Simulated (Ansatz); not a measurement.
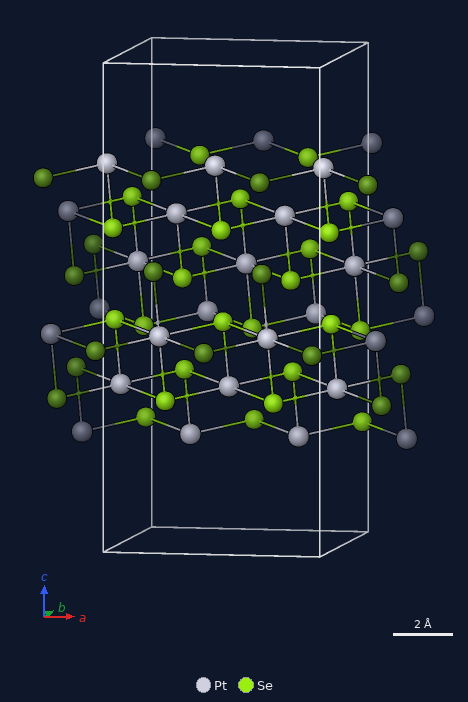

*The input geometry (ball-and-stick view of the 2 × 1 repeat of the cell, with the vacuum cut short, seen slightly off an axis; neighbours outside the cell are drawn fainter). An atom can appear more than once, as a periodic image.*

Near neighbours in the periodic cell (some may lie outside the picture): Pt has 3 Se at 2.51 Å; Se has 2 Pt at 2.51 Å; Se has 3 Pt at 2.51 Å; Pt has 5 Se at 2.51 Å; Pt has 6 Se at 2.51 Å.

# Pt3Se5: single-point calculation (part 1 of 2)

Pt3Se5 (slab, 16 atoms in the cell), computed with DFT PBEsol, scalar-relativistic, plane waves, PAW, no spin polarisation (Ansatz 0.2.0).

The structure derives from an entry of the Crystallography Open Database. It belongs to a series of runs on one base structure; here: (0 1 2) slab cut from the bulk. Figures and captions count atoms from 1; the log counts them from 0 in places.

### Input
```yaml
crystal:
  lattice:
    - [3.7607249066, 0.0, 0.0]
    - [0.0, 8.1290185517, 0.0]
    - [0.0, 0.0, 24.7424025113]
  atoms:
    - { symbol: Pt, position: [0.5, 0.6789607276, 0.3031233526] }
    - { symbol: Se, position: [0.0, 0.8792751587, 0.3179298616] }
    - { symbol: Se, position: [0.5, 0.1576070242, 0.3670675026] }
    - { symbol: Pt, position: [0.0, 0.3579214553, 0.3818740115] }
    - { symbol: Se, position: [0.5, 0.5582358864, 0.3966805205] }
    - { symbol: Se, position: [0.0, 0.8365677518, 0.4458181615] }
    - { symbol: Pt, position: [0.5, 0.0368821829, 0.4606246705] }
    - { symbol: Se, position: [0.0, 0.237196614, 0.4754311795] }
    - { symbol: Se, position: [0.5, 0.5155284794, 0.5245688205] }
    - { symbol: Pt, position: [0.0, 0.7158429105, 0.5393753295] }
    - { symbol: Se, position: [0.5, 0.9161573416, 0.5541818385] }
    - { symbol: Se, position: [0.0, 0.1944892071, 0.6033194795] }
    - { symbol: Pt, position: [0.5, 0.3948036382, 0.6181259885] }
    - { symbol: Se, position: [0.0, 0.5951180693, 0.6329324974] }
    - { symbol: Se, position: [0.5, 0.8734499347, 0.6820701384] }
    - { symbol: Pt, position: [0.0, 0.0737643658, 0.6968766474] }
basis:
  ecutwfc: 420
kpoints:
  mp_grid: { grid: [9, 5, 1] }
hamiltonian:
  xc: pbesol
scf:
  occupations: { method: gaussian, width: 0.1 }
output:
  forces: true
  stress: true
  eigenvalues: true
  write_density: true
  write_potential: true
  elf: true
  volumetric_format: npy
efield:
  axis: 3
  dipole_correction: true
  ramp_width: 0.04
```

Run as:
```bash
ansatz run input.yaml --threads 2 --pin off --max-ram 5120MiB --backend cpu --events-out ev --progress --plain --runs-dir out
```

### Output
```
Engine: ansatz 0.2.0, x86_64-unknown-linux-gnu
Pseudopotentials: kind: paw
Pseudopotential: Pt, paw, valence charge 18, recommended cutoff 420 eV (normal), Pt.paw.azcp
Pseudopotential: Se, paw, valence charge 16, recommended cutoff 420 eV (normal), Se.paw.azcp
Functional definition: PBEsol
  exchange = pbesol_x
  correlation = pbesol_c
Crystal: 16 atoms, lattice volume = 756.400 Å³
Basis set: ecut = 420 eV, 14797 PW (Γ), exchange–correlation on 54×120×360 points (8 copies of the dense FFT grid, shifted against one another)
Bands: 161, of which v1, the nominal top of the filled ones, is band 134 counted from 1 (133 counted from 0)
Symmetry: 2 space group operations
k-points: 15 of 45 (time reversal used)
Non-local potential: Pt, projectors of the file, l = 0: 3, l = 1: 2, l = 2: 2, l = 3: 1
Non-local potential: Se, projectors of the file, l = 0: 2, l = 1: 2, l = 2: 3, l = 3: 1
PAW form: soft (Blöchl's): semilocal exchange-correlation on the pseudo side does not see the compensation charge
PAW frozen core: Pt, regenerated for the run's functional, and the local potential with it (the file was generated under x = pbe(κ = 0.804, μ = 0.2195149727645171), c = pbe(β = 0.06672455060314922))
PAW frozen core: Se, regenerated for the run's functional, and the local potential with it (the file was generated under x = pbe(κ = 0.804, μ = 0.2195149727645171), c = pbe(β = 0.06672455060314922))
PAW one-centre angular grid: Pt, 590 points (default); XC on 64 Gauss nodes
PAW one-centre angular grid: Se, 590 points (default); XC on 64 Gauss nodes
Initial density: superposition of atomic densities (neutral atoms: chi_scale 0, normalization atom), corrected by the library's trained network
Initial wavefunctions: pseudopotential atomic-orbital guess
Functional: x = pbesol(κ = 0.804, μ = 0.12345679012345678), c = pbesol(β = 0.046)
SCF iter   1: F=—  HF=-128545.251309 eV  |F-HF|=—  |Δ(HF+E_count)|=         —  Δρ=3.58e-3  dr2=1.54e-1  ethr=1.77e-3  p=-0.000 e·Å  D=-6.20e-12 V/Å  ΔV_dip=0.00 eV  dr2_dipole=8.23e-8  V_vac-E_F(+/−)=5.05/5.05 eV  ⟨swp⟩=6.7  Hψ=9057  notcnv=0  defer=106
efield: sawtooth ramp at fractional position 0.9800 (placed from the atoms, in the widest stretch of the axis that holds none; the zero of the levels goes with the place), width 0.0400; the density the first Hamiltonian is built on has a dipole p = -0.000 e·Å; the dipole correction subtracts the counter field D = -6.20e-12 V/Å, which shifts the + side's vacuum level by +0.00 eV against the − side's; the planar-averaged density in the ramp window peaks in size at 2.8e-5 e/Å³
preconditioner: auto → LDOS  [metal: Δε(μ)=0.019 eV  Ē_g=8.912 eV  σ=0.100 eV  W_gap=0.11  n_scr=160 (ndim 8)  ℏωp=14.8 eV  f_vac=0.533  D(μ)=6.86/eV (n_scr^D=28)  β→1.0]
SCF iter   2: F=—  HF=-128545.235192 eV  |F-HF|=—  |Δ(HF+E_count)|=   1.61e-2  Δρ=1.84e-3  dr2=3.93e-2  ethr=5.75e-5  p=0.000 e·Å  D=3.63e-6 V/Å  ΔV_dip=-0.00 eV  dr2_dipole=2.54e-7  V_vac-E_F(+/−)=5.18/5.18 eV  ⟨swp⟩=2.0  Hψ=4546  notcnv=0  defer=263
SCF iter   3: F=—  HF=-128545.225086 eV  |F-HF|=—  |Δ(HF+E_count)|=   1.01e-2  Δρ=5.76e-4  dr2=6.06e-3  ethr=1.47e-5  p=-0.000 e·Å  D=-6.05e-7 V/Å  ΔV_dip=0.00 eV  dr2_dipole=1.36e-8  V_vac-E_F(+/−)=5.17/5.17 eV  ⟨swp⟩=2.0  Hψ=4045  notcnv=0  defer=263
SCF iter   4: F=—  HF=-128545.223958 eV  |F-HF|=—  |Δ(HF+E_count)|=   1.13e-3  Δρ=1.41e-4  dr2=3.28e-4  ethr=2.26e-6  p=0.000 e·Å  D=1.86e-6 V/Å  ΔV_dip=-0.00 eV  dr2_dipole=1.83e-10  V_vac-E_F(+/−)=5.18/5.18 eV  ⟨swp⟩=2.2  Hψ=3028  notcnv=0  defer=263
SCF iter   5: F=—  HF=-128545.223907 eV  |F-HF|=—  |Δ(HF+E_count)|=   5.14e-5  Δρ=4.98e-5  dr2=2.96e-5  ethr=1.22e-7  p=0.000 e·Å  D=2.33e-7 V/Å  ΔV_dip=-0.00 eV  dr2_dipole=1.90e-10  V_vac-E_F(+/−)=5.18/5.18 eV  ⟨swp⟩=3.3  Hψ=4425  notcnv=0  defer=263
SCF iter   6: F=—  HF=-128545.223633 eV  |F-HF|=—  |Δ(HF+E_count)|=   2.73e-4  Δρ=1.93e-5  dr2=3.71e-6  ethr=1.10e-8  p=0.000 e·Å  D=2.18e-7 V/Å  ΔV_dip=-0.00 eV  dr2_dipole=2.89e-11  V_vac-E_F(+/−)=5.18/5.18 eV  ⟨swp⟩=2.1  Hψ=3070  notcnv=0  defer=254
SCF iter   7: F=—  HF=-128545.223637 eV  |F-HF|=—  |Δ(HF+E_count)|=   3.33e-6  Δρ=6.19e-6  dr2=3.12e-7  ethr=1.39e-9  p=0.000 e·Å  D=7.92e-8 V/Å  ΔV_dip=-0.00 eV  dr2_dipole=3.56e-13  V_vac-E_F(+/−)=5.18/5.18 eV  ⟨swp⟩=2.0  Hψ=3062  notcnv=0  defer=254
SCF iter   8: F=-128545.223637 eV  HF=-128545.223637 eV  |F-HF|=6.00e-8  |Δ(HF+E_count)|=   4.62e-7  Δρ=2.04e-6  dr2=4.58e-8  ethr=3.73e-11  p=-0.000 e·Å  D=-5.65e-9 V/Å  ΔV_dip=0.00 eV  dr2_dipole=4.39e-13  V_vac-E_F(+/−)=5.18/5.18 eV  ⟨swp⟩=20.3  Hψ=19526  notcnv=0
SCF 1 converged in 8 iterations: F = -128545.223637 eV  dr2 = 4.58e-8
  greatest PAW one-centre occupation: 1.000 electrons in one spin orbital (limit 2), on the Pt atom at site 6 (counted from 0), in its partial waves of l = 0
WARN: The output density's exchange-correlation potential varies sharply where the density is thin. Do not read a vacuum level from v_tot or v_xc, or from such a field of the output density. On a cell that repeats whose density bears no net charge and no dipole along the vacuum's axis use v_es (v_loc + v_h of the components); under efield.dipole_correction with no amplitude use v_es + v_field, which holds any external_charges[].barrier, or the levels of the report's work_function block, which leave it out; under a non-zero efield.amplitude the vacuum is tilted and has no level; on a cell that repeats and bears such a dipole with no correction it is tilted too, and efield.dipole_correction with no amplitude gives each side of its ramp a level where efield: is served; in a cell that repeats whose density bears a net charge (total_charge, or a fill off its count) it is curved and has none; of a slab under crystal.periodic whose density bears no net charge use v_es, which has a level on each side, short of where the two are joined; of another it falls or rises all the way out and has none; of a slab beside external_charges read slab_vacuum_level instead, which it has where they leave it neutral. The grid or the basis barely resolves most such structure, and the values can differ between equally converged runs; as a rule a tighter scf.convergence.dr2_threshold does not remove it. Where the density itself ripples (under the LDA too) a higher basis.ecutwfc lessens it. The files hold the spikes' plane waves up to the density's cutoff. Files: v_tot_of_output_density and the like, and their columns of v_z.tsv (output.write_potential); v_xc_of_output_density and the like, and their columns of v_comp_z.tsv (output.write_potential_components). Measured: with its Gaussian average of σ = 0.25 Å subtracted twice, the exchange-correlation potential is over 0.1 eV at 2 of the grid points where the equally averaged density (valence and model cores) is under 1e-3 e/Å³, and 0.124 eV at the most among them, at an averaged density of 6.7e-9 e/Å³. The input density's (outcome.potential() and, of a run that writes arrays, v_tot and v_xc) is over 0.1 eV, so measured, at 44 points of its own thin density, 0.114 eV at the most. See output.write_potential in the manual, Limitations
SCF converged after 8 iterations
Free energy (F): -128545.223637 eV
Harris-Foulkes:  -128545.223637 eV  (|F-HF|=6.00e-8)
Internal energy: -128545.190515 eV  (E = F + TS)
E sigma→0 (E₀):  -128545.207076 eV
Entropy (-TS):   -0.033122 eV (-2.070 meV/atom)
Fermi energy:    2.595665 eV
Dipole field:    D = -0.000000 V/Å  (p = -0.000002 e·Å, saw-weighted, corrected)
Work function:   Φ+ = 5.1814 eV   Φ− = 5.1814 eV
Levels:          The Fermi level and band energies are counted from a zero that moves with the ramp; work functions are not
--- Per-component energies (eV) ---
  E_band       = -7823.451069
  E_kinetic    = 4994.230199
  E_local      = -324360.036736  (includes V_loc(G=0)·N_el)
  E_nonlocal   = -4689.683311
  E_hartree    = 159301.607138
  E_xc         = -2581.880140
  E_vxc        = -2777.583808  (∫ρ·V_xc dr)
  E_paw        = -74589.962005  (= ΣΔE_a)
  E_vpaw       = 406.373635  (= ΣTr[D̂ρ^β])
  E_aug_tail   = -0.004900  (compensation charges beyond the density's cutoff)
  E_efield     = 0.000000  (sawtooth field / dipole correction)
  E_vefield    = 0.000000  (∫n·V_field dr)
  E_ewald      = 113368.732850
  E_core_change = 11.806391  (= ΣΔE_core)
  E_smearing   = -0.033122  (= −TS)
  E_closure    = 0.000000  (closes the sum)
  Σ components = -128545.223637   (vs F -128545.223637, Δ=0.00e0)
--- Forces (eV/Å), atoms counted from 1 ---
  atom   1  Pt     0.00000000     1.51398656     2.07379227
  atom   2  Se     0.00000000    -1.79061568    -0.79978211
  atom   3  Se     0.00000000     0.22036727    -0.44581968
  atom   4  Pt     0.00000000     0.38924704     0.30311149
  atom   5  Se     0.00000000    -0.49052679    -1.15797297
  atom   6  Se     0.00000000     0.09737658     0.03018802
  atom   7  Pt     0.00000000     0.18945086    -0.13525612
  atom   8  Se     0.00000000    -0.27316489     0.42376417
  atom   9  Se     0.00000000     0.27316378    -0.42376332
  atom  10  Pt     0.00000000    -0.18945087     0.13525606
  atom  11  Se     0.00000000    -0.09737565    -0.03018892
  atom  12  Se     0.00000000     0.49052700     1.15797281
  atom  13  Pt     0.00000000    -0.38924580    -0.30311175
  atom  14  Se     0.00000000    -0.22036767     0.44581985
  atom  15  Se     0.00000000     1.79061530     0.79978258
  atom  16  Pt     0.00000000    -1.51398658    -2.07379231
  max |Σ_I F_I| component: 4.69e-7 eV/Å
--- Stress (GPa, compression-positive) ---
       -3.055226       0.000000       0.000000
        0.000000      -2.647098      -0.027943
        0.000000      -0.027943      -1.323705
  P = ⅓ Tr σ = -2.3420 GPa (-23.420 kbar)
--- Band table (eV; the first three rows and the last of 15) ---
```
